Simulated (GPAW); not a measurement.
## MgO (Fm-3m): refractive index against wavelength

The refractive index of MgO (Fm-3m) below the direct gap (4.65 eV on the mesh) is read from one computed spectrum, n = √(Re ε).

The structure is cubic, space group Fm-3m (No. 225). Conventional cell: a = 4.217 Å, b = 4.217 Å, c = 4.217 Å, α = 90.00°, β = 90.00°, γ = 90.00°. Mg on site a has 6 O at 2.11 Å as nearest neighbours. Around O on site b lie 6 Mg at 2.11 Å.

Method: GPAW 26.7.0, LDA, RPA, k-mesh 14×14×14, local fields up to 50 eV, Lorentzian half width 0.15 eV.

Launch of the response step: `OMP_NUM_THREADS=1 python df.py`. The run took 25 s, its band step included, on 1 thread of Arm Neoverse V2, with other jobs on the host.

| wavelength (nm) | photon energy E (eV) | n |
| --- | --- | --- |
| 1064 | 1.165 | 1.7751 |
| 850 | 1.459 | 1.7801 |
| 700 | 1.771 | 1.7869 |
| 633 | 1.959 | 1.7917 |
| 532 | 2.331 | 1.8032 |
| 450 | 2.755 | 1.8199 |
| 405 | 3.061 | ? |

In the single-oscillator model n² − 1 = E₀E_d/(E₀² − E²), so 1/(n² − 1) = E₀/E_d − E²/(E₀E_d) is linear in E².

Working, on the rows shown:

| x = E² (eV²) | y = 1/(n² − 1) |
| --- | --- |
| 1.35784 | 0.464904 |
| 2.12762 | 0.461094 |
| 3.13716 | 0.455994 |
| 3.83641 | 0.45245 |
| 5.43137 | 0.444142 |
| 7.59115 | 0.432519 |

Means: x̄ = 3.9136, ȳ = 0.45185. Σ(x − x̄)(y − ȳ) = -0.1359, Σ(x − x̄)² = 26.16. Slope = -0.1359 / 26.16 = -0.005196; intercept = ȳ − slope · x̄ = 0.47219. Turned back into n, the line misses the rows shown by at most 0.00033.

Predict the last column of the withheld row from the fit.

At x = 9.3718 the line gives y = 0.42349, that is 1.8334. The run gave 1.8350, so the extrapolation is off by 0.0016, 3 % of the range in the table.

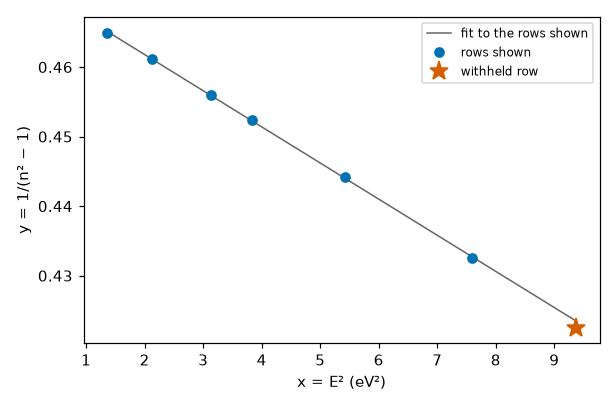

Refitted with all rows, the slope is -0.005292 and the intercept 0.47248. These give E₀ = √(intercept/−slope) = 9.45 eV and E_d = E₀/intercept = 20.0 eV; E₀ is 2.0 times the direct gap. The electronic limit at long wavelengths, without lattice vibrations, is n = √(1 + 1/intercept) = 1.765. The cell comes from an older database entry, whose edges can be off by a per cent or so. Excitons are left out; LDA gaps are as a rule too small. The values come from a sum over the points of one k-mesh and carry its error, which grows as the direct gap shrinks. This version of GPAW has incomplete matrix elements in the optical limit, which can lower ε − 1 by up to a tenth where first-row anions or d states rule. The local-field cutoff holds few shells of reciprocal vectors for this small cell, so ε∞ can read a few per cent high.
